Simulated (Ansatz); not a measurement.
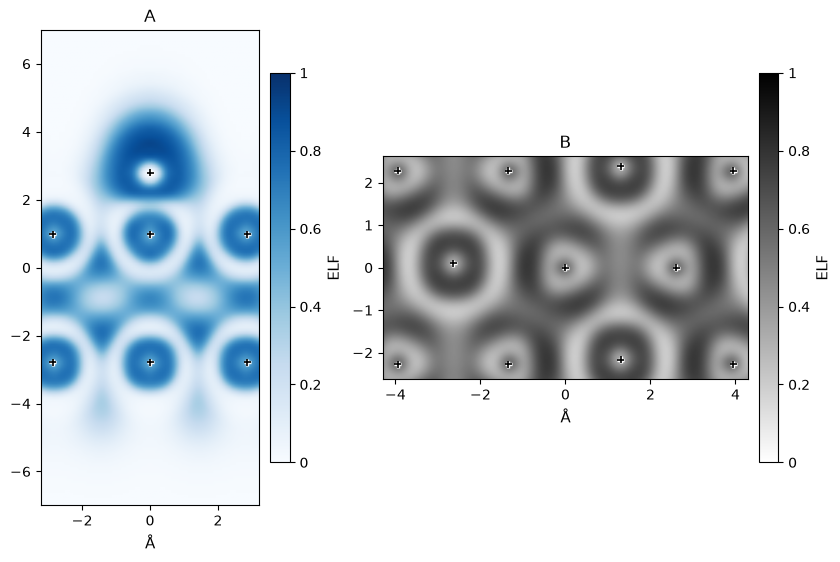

The ELF of 2 systems, each on a plane through atoms (crosses mark nuclei in the plane).

All numbers below come from Ansatz 0.2.0, DFT PBEsol, scalar-relativistic, plane waves, PAW.

System 1: Si$_{2}$Mo, the (101) plane of the conventional cell. Space group Imm2; a point of a scan over the structure, not its minimum; changed on purpose from its base cell (mode 4 frozen in at -0.092 Å, equal normal strain along x, y and z +0.0083); not relaxed (largest force 1.3 eV/Å); computed pressure about −4 GPa in this cell; computed without spin polarisation; PAW files of the earlier set (soft_1).

```cif
data_structure
_symmetry_space_group_name_H-M 'P 1'
_symmetry_Int_Tables_number 1
_cell_length_a 3.2167
_cell_length_b 7.8867
_cell_length_c 3.2167
_cell_angle_alpha 90.000
_cell_angle_beta 90.000
_cell_angle_gamma 90.000
_cell_volume 81.61
loop_
_atom_site_label
_atom_site_type_symbol
_atom_site_fract_x
_atom_site_fract_y
_atom_site_fract_z
_atom_site_occupancy
Si1 Si 0.50000 0.83506 0.52896 1
Si2 Si 0.00000 0.33506 0.02896 1
Si3 Si 0.50000 0.16494 0.52896 1
Si4 Si 0.00000 0.66494 0.02896 1
Mo1 Mo 0.00000 0.00000 0.98304 1
Mo2 Mo 0.50000 0.50000 0.48304 1
```

System 2: Ti$_{12}$C (slab), the (100) plane of the calculation cell, a cut from vacuum to vacuum. A point of a scan over the structure, not its minimum; not relaxed (largest force 0.9 eV/Å); computed without spin polarisation; PAW files of the earlier set (soft_1).

```
Ti C
1.0
     5.73526    0.00000    0.00000
     0.00000    5.73526    0.00000
     0.00000    0.00000   19.27006
Ti C
12 1
Direct
  0.25000 0.25000 0.20758
  0.25000 0.75000 0.20758
  0.75000 0.25000 0.20758
  0.75000 0.75000 0.20758
  0.00000 0.00000 0.30530
  0.00000 0.50000 0.30530
  0.50000 0.00000 0.30530
  0.50000 0.50000 0.30530
  0.25000 0.25000 0.40322
  0.25000 0.75000 0.40322
  0.75000 0.25000 0.40322
  0.75000 0.75000 0.40322
  0.25000 0.25000 0.49739
```

### Match each panel to its system.

Panel A is system 2, Ti$_{12}$C: the plane holds Ti and C. Ti–C (1.81 Å): the ELF peaks at about 0.80 in the valence shell of C, 0.5 Å from its nucleus, and is about 0.40 at the midpoint. Panel B is system 1, Si$_{2}$Mo: the plane holds Si and Mo. Si–Mo (2.53 Å): the ELF peaks at about 0.75 in the valence shell of Si, 0.9 Å from its nucleus, and is about 0.45 at the midpoint.
